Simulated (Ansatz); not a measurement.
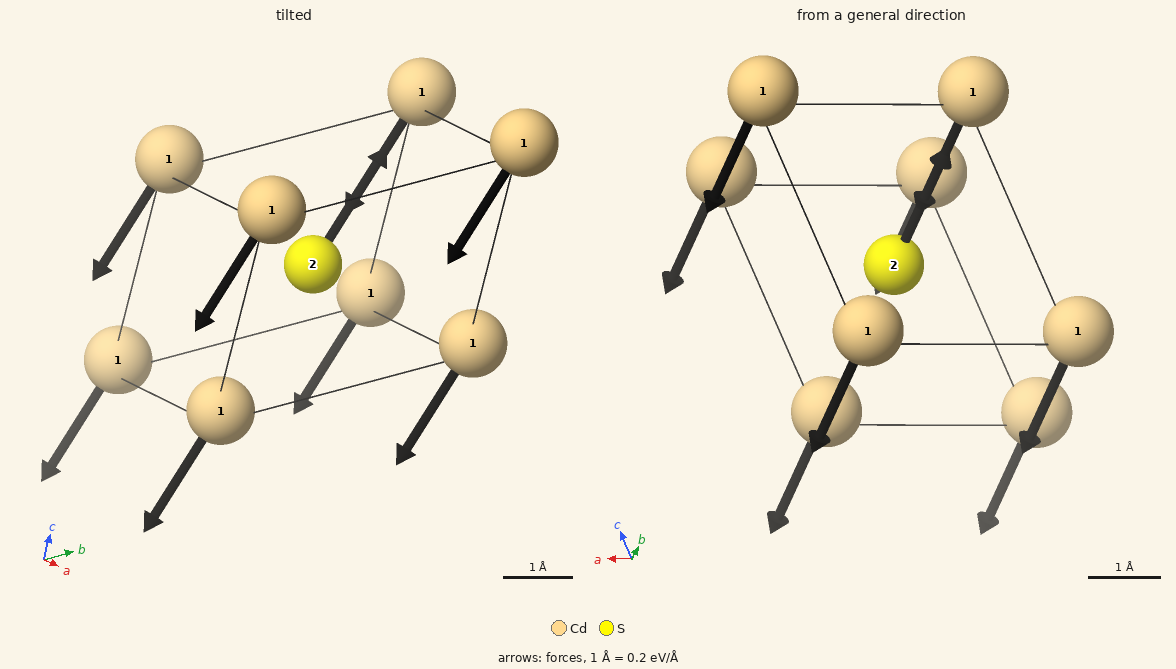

Structure drawing (spheres-only), viewed slightly off an axis and from a general direction. The wireframe shows the simulation cell. The arrows are the computed forces on the atoms.

System: CdS. Results below were computed with Ansatz, DFT LDA, scalar-relativistic, plane waves, PAW; the settings were wavefunction cutoff 420 eV, the zone sampled with 16×16×16 points, Gaussian smearing of 0.15 eV, no spin polarisation.

Do the forces show a relaxed structure?

No. The atoms still feel forces of up to about 0.33 eV/Å, far above a usual threshold of 0.01 to 0.03 eV/Å.

Which atom feels the largest force?

Cd1 and S2, about 0.33 eV/Å.

The structure comes from a structure listed in the Materials Project. The cell was then strained or its atoms displaced on purpose. A calculation with Ansatz used it as input.
